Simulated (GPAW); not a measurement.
System: Sb (space group R-3m).

How it was computed, with GPAW 26.7.0: PAW DFT in plane waves, on a grid or in atomic orbitals, no spin polarisation; energies at scaled volumes of the given cell, shape and fractions fixed, counted from the fit's minimum, third-order Birch-Murnaghan fit. All runs: no spin polarisation.

occupations Fermi–Dirac; smearing width 0.05 eV; wave cutoff 600 eV.

Settings that differ: LDA: k mesh 6×6×6, potentials GPAW-PAW-data-sets-(gpaw-data-1.2.1); PBEsol: k mesh 8×8×8, potentials PAW-data-sets-made-by gpaw-setup-for-the-functional; r2SCAN: k mesh 6×6×6, potentials GPAW-PAW-data-sets-(gpaw-data-1.2.1).

Describe the result: the pressure against volume, with one curve for each functional. The cases: LDA; PBEsol; r2SCAN.

The fitted equilibrium volumes, smallest first, are LDA 29.461, PBEsol 30.070, r2SCAN 31.045 Å³/atom. The fitted bulk moduli, smallest first, are r2SCAN 53.4, PBEsol 57.6, LDA 59.8 GPa. For LDA, the pressure falls from 2.35 GPa at volume 28.39 Å³/atom to −4.23 GPa at 32.02 Å³/atom, and changes sign near 29.45 Å³/atom. For PBEsol, the pressure falls from 3.75 GPa at volume 28.39 Å³/atom to −3.17 GPa at 32.02 Å³/atom, and changes sign near 30.06 Å³/atom. For r2SCAN, the pressure falls from 5.85 GPa at volume 28.39 Å³/atom to −1.59 GPa at 32.02 Å³/atom, and changes sign near 31.03 Å³/atom.

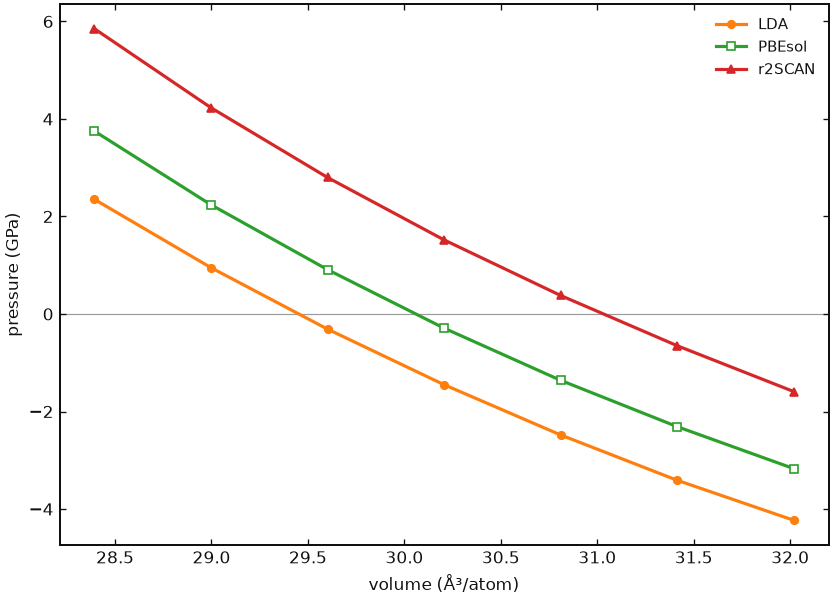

Note: shape and atomic fractions are frozen while scaling, which makes layered, chain and framework solids too stiff.
